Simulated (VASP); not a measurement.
**Geometry relaxation of TiO$_{2}$ (part 3 of 3)**

TiO$_{2}$ (I4₁/amd, 6 atoms in the cell); Kohn-Sham DFT of a periodic cell, PBE, VASP PAW PBE potentials, hard, no spin polarisation (VASP 6.6.1); cutoff 980 eV, 7×7×7 k-mesh, fermi-dirac of 0.05 eV. The structure derives from an entry of the Crystallography Open Database.

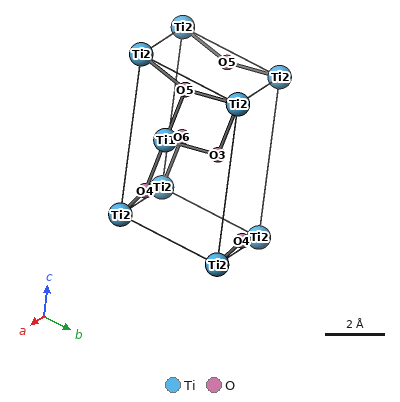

The geometry at step 5 of the log (ball-and-stick view of the reduced cell, seen slightly off an axis; atoms are numbered from 1 in the order of the input).

## Parts of OUTCAR, continued
```
 POSITION                                       TOTAL-FORCE (eV/Angst)
 -----------------------------------------------------------------------------------
      0.00000      1.90046      2.42690        -0.000000     -0.000000      0.000000
      0.00000      0.00000      0.00000        -0.000000     -0.000000     -0.000000
      1.90046      1.90046      2.84952        -0.000000      0.000000     -0.005393
     -0.00000      1.90046      0.42262         0.000000     -0.000000     -0.005393
      0.00000      1.90046      4.43117         0.000000     -0.000000      0.005393
      0.00000      0.00000      2.00427        -0.000000      0.000000      0.005393
 -----------------------------------------------------------------------------------
    total drift:                               -0.000000     -0.000000      0.000000

  FREE ENERGIE OF THE ION-ELECTRON SYSTEM (eV)
  ---------------------------------------------------
  free  energy   TOTEN  =       -53.9025910881 eV

  energy  without entropy=      -53.9025910881  energy(sigma->0) =      -53.90259109

--------------------------------------- Ionic step       10  -------------------------------------------

 number of electron      48.0000000 magnetization

 Free energy of the ion-electron system (eV)
  ---------------------------------------------------
  ext. energy  EPLUGINS =         0.00000000
  ---------------------------------------------------
  free energy    TOTEN  =       -53.90269890 eV

  energy without entropy =      -53.90269890  energy(sigma->0) =      -53.90269890

 E-fermi :   4.6489     XC(G=0): -10.5820     alpha+bet :-12.6724

 val. band max:        3.5607884710   @ k =  -0.4286   0.4286   0.0000
 cond. band min:       5.6559658201   @ k =   0.0000   0.0000   0.0000
 fundamental gap:      2.0951773491
 Fermi energy:         4.6488900922

 k-point     1 :       0.0000    0.0000    0.0000
  band No.  band energies     occupation
      1     -52.9179      2.00000
      2     -52.8675      2.00000
      3     -29.3408      2.00000
      4     -29.1264      2.00000
      5     -29.1264      2.00000
      6     -29.0655      2.00000
      7     -29.0655      2.00000
      8     -28.9936      2.00000
      9     -13.9821      2.00000
     10     -12.9695      2.00000
     11     -12.9028      2.00000
     12     -12.5196      2.00000
     13      -0.3074      2.00000
     14      -0.2120      2.00000
     15      -0.2120      2.00000
     16       0.1909      2.00000
     17       1.5719      2.00000
     18       1.5719      2.00000
     19       1.5990      2.00000
     20       2.7644      2.00000
     21       2.7644      2.00000
     22       2.7757      2.00000
     23       3.1378      2.00000
     24       3.1378      2.00000
     25       5.6560      0.00000
     26       6.3202      0.00000
     27       7.4958      0.00000
     28       7.4958      0.00000

 k-point     2 :       0.1429    0.0000    0.0000
  band No.  band energies     occupation
      1     -52.9157      2.00000
      2     -52.8690      2.00000
      3     -29.3357      2.00000
      4     -29.1488      2.00000
      5     -29.1279      2.00000
      6     -29.0750      2.00000
      7     -29.0628      2.00000
      8     -28.9951      2.00000
      9     -13.8805      2.00000
     10     -12.9203      2.00000
     11     -12.8697      2.00000
     12     -12.5024      2.00000
     13      -0.5046      2.00000
     14      -0.3006      2.00000
     15      -0.1944      2.00000
     16       0.1816      2.00000
     17       1.4746      2.00000
     18       1.5435      2.00000
     19       1.7248      2.00000
     20       2.3492      2.00000
     21       2.6589      2.00000
     22       2.7966      2.00000
     23       2.8714      2.00000
     24       3.1485      2.00000
     25       6.0742      0.00000
     26       6.4016      0.00000
     27       7.0237      0.00000
     28       7.1963      0.00000

 k-point     3 :       0.2857    0.0000    0.0000
  band No.  band energies     occupation
      1     -52.9100      2.00000
      2     -52.8730      2.00000
      3     -29.3244      2.00000
      4     -29.1970      2.00000
      5     -29.1310      2.00000
      6     -29.0921      2.00000
      7     -29.0573      2.00000
      8     -29.0041      2.00000
      9     -13.6545      2.00000
     10     -12.8200      2.00000
     11     -12.7744      2.00000
     12     -12.4611      2.00000
     13      -0.9053      2.00000
     14      -0.2472      2.00000
     15      -0.1489      2.00000
     16       0.1535      2.00000
     17       0.8608      2.00000
     18       1.4877      2.00000
     19       1.7793      2.00000
     20       1.8101      2.00000
     21       2.1492      2.00000
     22       2.7492      2.00000
     23       2.7811      2.00000
     24       3.0421      2.00000
     25       6.5108      0.00000
     26       6.7926      0.00000
     27       6.8728      0.00000
     28       7.0269      0.00000

 k-point     4 :       0.4286   -0.0000    0.0000
  band No.  band energies     occupation
      1     -52.9043      2.00000
      2     -52.8773      2.00000
      3     -29.3147      2.00000
      4     -29.2366      2.00000
      5     -29.1331      2.00000
      6     -29.0999      2.00000
      7     -29.0532      2.00000
      8     -29.0166      2.00000
      9     -13.4851      2.00000
     10     -12.7617      2.00000
     11     -12.6159      2.00000
     12     -12.4646      2.00000
     13      -0.9071      2.00000
     14      -0.3363      2.00000
     15      -0.1040      2.00000
     16      -0.0620      2.00000
     17       0.3041      2.00000
     18       1.4731      2.00000
     19       1.5955      2.00000
     20       1.6840      2.00000
     21       1.7472      2.00000
     22       2.6948      2.00000
     23       2.7133      2.00000
     24       2.9295      2.00000
     25       6.6892      0.00000
     26       6.9592      0.00000
     27       7.0543      0.00000
     28       7.0656      0.00000

 k-point     5 :       0.1429    0.1429    0.0000
  band No.  band energies     occupation
      1     -52.9124      2.00000
      2     -52.8715      2.00000
      3     -29.3239      2.00000
      4     -29.1634      2.00000
      5     -29.1416      2.00000
      6     -29.0799      2.00000
      7     -29.0613      2.00000
      8     -29.0026      2.00000
      9     -13.7507      2.00000
     10     -12.8840      2.00000
     11     -12.8393      2.00000
     12     -12.4997      2.00000
     13      -0.5734      2.00000
     14      -0.4199      2.00000
     15      -0.2528      2.00000
     16       0.1776      2.00000
     17       1.1811      2.00000
     18       1.6468      2.00000
     19       1.9241      2.00000
     20       2.1521      2.00000
     21       2.2750      2.00000
     22       2.5959      2.00000
     23       2.8834      2.00000
     24       3.2747      2.00000
     25       6.3707      0.00000
     26       6.4099      0.00000
     27       6.8590      0.00000
     28       7.1390      0.00000

 [... the levels of 18 k-points are left out ...]

 k-point    24 :      -0.4286    0.4286    0.1429
  band No.  band energies     occupation
      1     -52.8946      2.00000
      2     -52.8846      2.00000
      3     -29.3025      2.00000
      4     -29.2643      2.00000
      5     -29.1628      2.00000
      6     -29.1487      2.00000
      7     -29.0418      2.00000
      8     -29.0197      2.00000
      9     -13.0136      2.00000
     10     -12.6805      2.00000
     11     -12.4927      2.00000
     12     -12.4506      2.00000
     13      -0.9391      2.00000
     14      -0.9090      2.00000
     15      -0.1470      2.00000
     16      -0.1299      2.00000
     17       0.3188      2.00000
     18       0.6192      2.00000
     19       0.9302      2.00000
     20       1.0342      2.00000
     21       1.6144      2.00000
     22       2.3608      2.00000
     23       3.2420      2.00000
     24       3.3781      2.00000
     25       6.6212      0.00000
     26       6.6895      0.00000
     27       7.0189      0.00000
     28       7.1750      0.00000

 [... further k-points ...]

------------------------ aborting loop because EDIFF is reached ----------------------------------------

  FORCE on cell =-STRESS in cart. coord.  units (eV):
  Direction    XX          YY          ZZ          XY          YZ          ZX
  --------------------------------------------------------------------------------------
  -------------------------------------------------------------------------------------
  Total        0.0104534      0.0104534     -0.0261689      0.0000000      0.0000000      0.0000000
  in kB        0.2385743      0.2385743     -0.5972421      0.0000000      0.0000000      0.0000000
  external PRESSURE =      -0.0400312 kB  Pullay stress =       0.0000000 kB

 VOLUME and BASIS-vectors are now :
 -----------------------------------------------------------------------------
  energy-cutoff  :      980.00
  volume of cell :       70.20
      direct lattice vectors                 reciprocal lattice vectors
    -1.901948722  1.901948722  4.851641195     0.000000000  0.262888265  0.103057910
     1.901948722 -1.901948722  4.851641195     0.262888265  0.000000000  0.103057910
     1.901948722  1.901948722 -4.851641195     0.262888265  0.262888265  0.000000000

 POSITION                                       TOTAL-FORCE (eV/Angst)
 -----------------------------------------------------------------------------------
     -0.00000      1.90195      2.42582         0.000000      0.000000     -0.000000
      0.00000      0.00000      0.00000         0.000000      0.000000     -0.000000
      0.00000      0.00000      7.69860         0.000000     -0.000000      0.005468
     -0.00000      1.90195      0.42114        -0.000000      0.000000      0.005468
      0.00000      1.90195      4.43051        -0.000000      0.000000     -0.005468
      0.00000      0.00000      2.00469         0.000000     -0.000000     -0.005468
 -----------------------------------------------------------------------------------
    total drift:                               -0.000000      0.000000      0.000000

  FREE ENERGIE OF THE ION-ELECTRON SYSTEM (eV)
  ---------------------------------------------------
  free  energy   TOTEN  =       -53.9026988953 eV

  energy  without entropy=      -53.9026988952  energy(sigma->0) =      -53.90269890

 reached required accuracy - stopping structural energy minimisation
```

## CONTCAR
```
TiO2
   1.00000000000000
    -1.9019487223826863    1.9019487223826863    4.8516411952295559
     1.9019487223826863   -1.9019487223826863    4.8516411952295559
     1.9019487223826863    1.9019487223826863   -4.8516411952295559
  Ti              O
     2     4
Direct
     0.7500000000000000    0.2500000000000000    0.5000000000000000
     0.0000000000000000    0.0000000000000000    0.0000000000000000
     0.7934013477602792    0.7934013477602792    0.0000000000000000
     0.5434013477602792    0.0434013477602790    0.5000000000000000
     0.9565986522397208    0.4565986522397210    0.5000000000000000
     0.2065986522397210    0.2065986522397210    0.0000000000000000

  0.00000000E+00  0.00000000E+00  0.00000000E+00
  0.00000000E+00  0.00000000E+00  0.00000000E+00
  0.00000000E+00  0.00000000E+00  0.00000000E+00
  0.00000000E+00  0.00000000E+00  0.00000000E+00
  0.00000000E+00  0.00000000E+00  0.00000000E+00
  0.00000000E+00  0.00000000E+00  0.00000000E+00
```

## Trajectory as extended XYZ (Å, eV, eV/Å), 10 frames, from step=0 to step=9
```
6
Lattice="-1.8921 1.8921 4.7573 1.8921 -1.8921 4.7573 1.8921 1.8921 -4.7573" Properties=species:S:1:pos:R:3:forces:R:3 step=0 energy=-53.86620
Ti    0.0000    1.8921    2.3786    0.0000   0.0000   0.0000
Ti    0.0000    0.0000    0.0000    0.0000   0.0000   0.0000
O     0.0000    0.0000    7.5346    0.0000   0.0000  -0.1233
O     0.0000    1.8921    0.3987    0.0000   0.0000  -0.1233
O     0.0000    1.8921    4.3586    0.0000   0.0000   0.1233
O     0.0000    0.0000    1.9800    0.0000   0.0000   0.1233
6
Lattice="-1.9277 1.9277 4.8675 1.9277 -1.9277 4.8675 1.9277 1.9277 -4.8675" Properties=species:S:1:pos:R:3:forces:R:3 step=1 energy=-53.84421
Ti    0.0000    1.9277    2.4337    0.0000   0.0000   0.0000
Ti    1.9277    1.9277    4.8675    0.0000   0.0000   0.0000
O     0.0000    0.0000    7.7031    0.0000   0.0000   0.3285
O     0.0000    1.9277    0.4018    0.0000   0.0000   0.3285
O     0.0000    1.9277    4.4657    0.0000   0.0000  -0.3285
O     1.9277    1.9277   -2.8356    0.0000   0.0000  -0.3285
6
Lattice="-1.9075 1.9075 4.8049 1.9075 -1.9075 4.8049 1.9075 1.9075 -4.8049" Properties=species:S:1:pos:R:3:forces:R:3 step=2 energy=-53.89944
Ti    0.0000    1.9075    2.4025    0.0000   0.0000   0.0000
Ti    0.0000    0.0000    0.0000    0.0000   0.0000   0.0000
O     0.0000    0.0000    7.6073    0.0000   0.0000   0.0893
O     0.0000    1.9075    0.4000    0.0000   0.0000   0.0893
O     0.0000    1.9075    4.4049    0.0000   0.0000  -0.0893
O     0.0000    0.0000    2.0025    0.0000   0.0000  -0.0893
6
Lattice="-1.9072 1.9072 4.8040 1.9072 -1.9072 4.8040 1.9072 1.9072 -4.8040" Properties=species:S:1:pos:R:3:forces:R:3 step=3 energy=-53.89944
Ti    0.0000    1.9072    2.4020    0.0000   0.0000   0.0000
Ti    0.0000    0.0000    0.0000    0.0000   0.0000   0.0000
O     0.0000    0.0000    7.6059    0.0000   0.0000   0.0856
O     0.0000    1.9072    0.3999    0.0000   0.0000   0.0856
O     0.0000    1.9072    4.4040    0.0000   0.0000  -0.0856
O     0.0000    0.0000    2.0020    0.0000   0.0000  -0.0856
6
Lattice="-1.9078 1.9078 4.8067 1.9078 -1.9078 4.8067 1.9078 1.9078 -4.8067" Properties=species:S:1:pos:R:3:forces:R:3 step=4 energy=-53.90045
Ti    0.0000    1.9078    2.4033    0.0000   0.0000   0.0000
Ti    0.0000    0.0000    0.0000    0.0000   0.0000   0.0000
O     1.9078    1.9078    2.8071    0.0000   0.0000   0.0428
O     0.0000    1.9078    0.4038    0.0000   0.0000   0.0428
O     0.0000    1.9078    4.4029    0.0000   0.0000  -0.0428
O     0.0000    0.0000    1.9995    0.0000   0.0000  -0.0428
6
Lattice="-1.9083 1.9083 4.8093 1.9083 -1.9083 4.8093 1.9083 1.9083 -4.8093" Properties=species:S:1:pos:R:3:forces:R:3 step=5 energy=-53.90085
Ti    0.0000    1.9083    2.4047    0.0000   0.0000   0.0000
Ti    0.0000    0.0000    0.0000    0.0000   0.0000   0.0000
O     0.0000    0.0000    7.6216    0.0000   0.0000   0.0001
O     0.0000    1.9083    0.4076    0.0000   0.0000   0.0001
O     0.0000    1.9083    4.4017    0.0000   0.0000  -0.0001
O     0.0000    0.0000    1.9970    0.0000   0.0000  -0.0001
6
Lattice="-1.9072 1.9072 4.8201 1.9072 -1.9072 4.8201 1.9072 1.9072 -4.8201" Properties=species:S:1:pos:R:3:forces:R:3 step=6 energy=-53.90162
Ti    0.0000    1.9072    2.4100    0.0000   0.0000   0.0000
Ti    0.0000    0.0000    0.0000    0.0000   0.0000   0.0000
O     1.9072    1.9072    2.8208    0.0000   0.0000   0.0057
O     0.0000    1.9072    0.4107    0.0000   0.0000   0.0057
O     0.0000    1.9072    4.4094    0.0000   0.0000  -0.0057
O     0.0000    0.0000    1.9993    0.0000   0.0000  -0.0057
6
Lattice="-1.9042 1.9042 4.8484 1.9042 -1.9042 4.8484 1.9042 1.9042 -4.8484" Properties=species:S:1:pos:R:3:forces:R:3 step=7 energy=-53.90245
Ti    0.0000    1.9042    2.4242    0.0000   0.0000   0.0000
Ti    0.0000    0.0000    0.0000    0.0000   0.0000   0.0000
O     0.0000    0.0000    7.6915    0.0000   0.0000   0.0219
O     0.0000    1.9042    0.4189    0.0000   0.0000   0.0219
O     0.0000    1.9042    4.4295    0.0000   0.0000  -0.0219
O     0.0000    0.0000    2.0053    0.0000   0.0000  -0.0219
6
Lattice="-1.9005 1.9005 4.8538 1.9005 -1.9005 4.8538 1.9005 1.9005 -4.8538" Properties=species:S:1:pos:R:3:forces:R:3 step=8 energy=-53.90259
Ti    0.0000    1.9005    2.4269    0.0000   0.0000   0.0000
Ti    0.0000    0.0000    0.0000    0.0000   0.0000   0.0000
O     1.9005    1.9005    2.8495    0.0000   0.0000  -0.0054
O     0.0000    1.9005    0.4226    0.0000   0.0000  -0.0054
O     0.0000    1.9005    4.4312    0.0000   0.0000   0.0054
O     0.0000    0.0000    2.0043    0.0000   0.0000   0.0054
6
Lattice="-1.9019 1.9019 4.8516 1.9019 -1.9019 4.8516 1.9019 1.9019 -4.8516" Properties=species:S:1:pos:R:3:forces:R:3 step=9 energy=-53.90270
Ti    0.0000    1.9019    2.4258    0.0000   0.0000   0.0000
Ti    0.0000    0.0000    0.0000    0.0000   0.0000   0.0000
O     0.0000    0.0000    7.6986    0.0000   0.0000   0.0055
O     0.0000    1.9019    0.4211    0.0000   0.0000   0.0055
O     0.0000    1.9019    4.4305    0.0000   0.0000  -0.0055
O     0.0000    0.0000    2.0047    0.0000   0.0000  -0.0055
```

The run was set up as follows.

## INCAR
```
SYSTEM = TiO2
ALGO = Normal
EDIFF = 1E-6
EDIFFG = -0.02
ENCUT = 980
GGA = PE
IBRION = 2
ISIF = 3
ISMEAR = -1
LASPH = .True.
LCHARG = .False.
LREAL = .False.
LWAVE = .False.
NELM = 80
NSW = 40
PREC = Accurate
SIGMA = 0.05
```

## KPOINTS
```
k-points
0
Gamma
  7 7 7
  0 0 0
```

## POSCAR
```
TiO2
1.0
   -1.8921000000      1.8921000000      4.7573000000
    1.8921000000     -1.8921000000      4.7573000000
    1.8921000000      1.8921000000     -4.7573000000
Ti O
2 4
Direct
    0.7500000000      0.2500000000      0.5000000000
    0.0000000000      0.0000000000      0.0000000000
    0.7919000000      0.7919000000      0.0000000000
    0.5419000000      0.0419000000      0.5000000000
    0.9581000000      0.4581000000      0.5000000000
    0.2081000000      0.2081000000      0.0000000000
```

Launched with:
```bash
cat potpaw_PBE.64/Ti_sv/POTCAR potpaw_PBE.64/O_h/POTCAR > POTCAR
mpirun -np 1 vasp_std > vasp.out
```

## Summary

```json
{"quantity": "outcome", "value": "converged"}
{"quantity": "space group (tolerance 0.01 Å)", "value": "I4₁/amd (141)"}
{"quantity": "electrons treated", "value": "48"}
{"quantity": "free energy", "value": "−53.9027 eV"}
{"quantity": "Fermi energy", "value": "4.649 eV"}
{"quantity": "gap on the k-point mesh", "value": "2.10 eV"}
{"quantity": "pressure", "value": "0.00 GPa"}
{"quantity": "final volume", "value": "70.20 Å³"}
{"quantity": "largest force (length of the vector) at the end", "value": "0.005 eV/Å"}
{"quantity": "final cell", "value": "a = 5.547 Å, b = 5.547 Å, c = 5.547 Å, α = 139.90°, β = 139.90°, γ = 58.01°"}
{"quantity": "hardware", "value": "1 thread of AMD EPYC 7571, 64 GiB of memory available, shared host"}
{"quantity": "wall time", "value": "61 min"}
{"quantity": "peak memory", "value": "0.53 GiB"}
```
